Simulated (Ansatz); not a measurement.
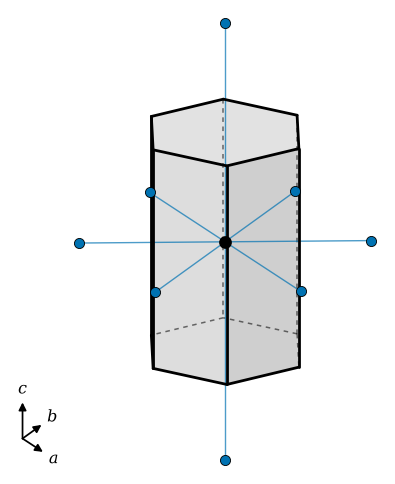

The Wigner–Seitz cell of the crystal's lattice, with lines to the lattice points that define its faces. Crystal: Co, the end point of a relaxation with Ansatz, DFT r2SCAN, scalar-relativistic, plane waves, PAW. All values are computed from the atomic coordinates in the standard setting (tolerance 0.002 Å).

a = 2.471 Å, b = 2.471 Å, c = 4.035 Å, α = 90.00°, β = 90.00°, γ = 120.00°; lattice centring P.

Which of Fedorov's five parallelohedra is it?

Answer. A hexagonal prism: 8 faces (6 with 4 edges, 2 with 6 edges), 18 edges, 12 vertices. Its volume is that of the primitive cell, 21.3 Å³.

Which lattice vectors do the faces bisect?

Answer.
```tsv
example	length (Å)	faces	edges of each	area (Å²)
a + b	2.47	6	4	5.8
c	4.04	2	6	5.3
```
